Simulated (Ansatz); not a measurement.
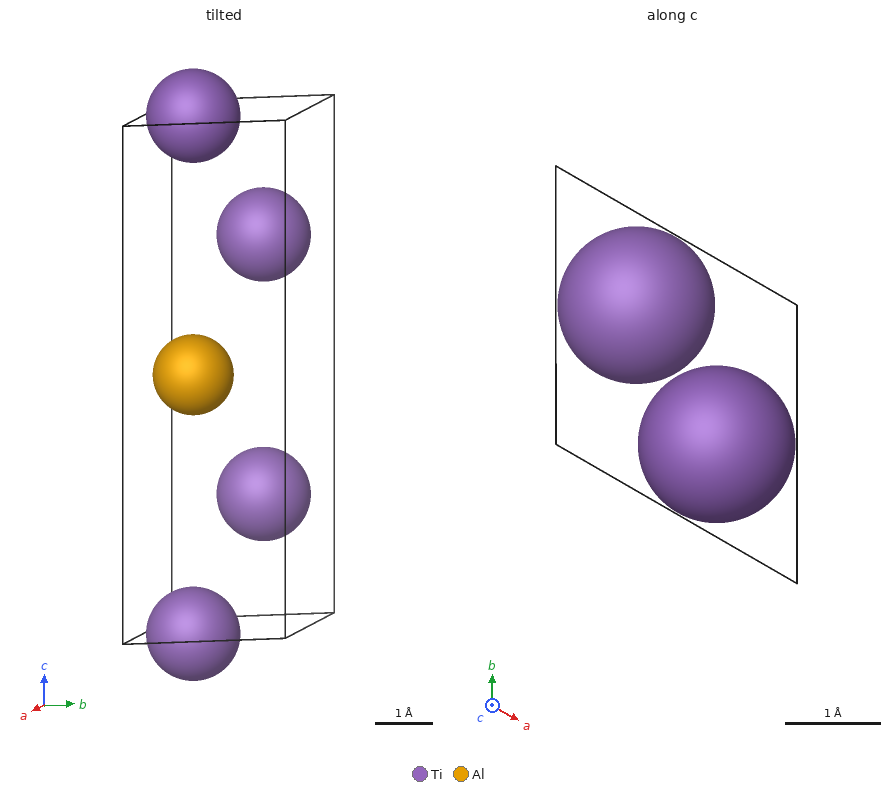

The image is a spheres-only drawing of a crystal, viewed slightly off an axis and along the c axis. The conventional unit cell is outlined; an atom on or near a face, edge or corner is repeated at each equivalent position. Cell: a = 2.930 Å, b = 2.930 Å, c = 9.232 Å, α = 90.00°, β = 90.00°, γ = 120.00°.

Explain the picture.

The stoichiometry is Ti3Al. The atoms follow space group P-6m2 (No. 187); the Bravais lattice is primitive hexagonal. It has 4 atoms to the cell (3 Ti, 1 Al).

The initial geometry was a structure listed in the Materials Project. Relaxation method: DFT PBE, scalar-relativistic, plane waves, PAW in Ansatz 0.2.0.
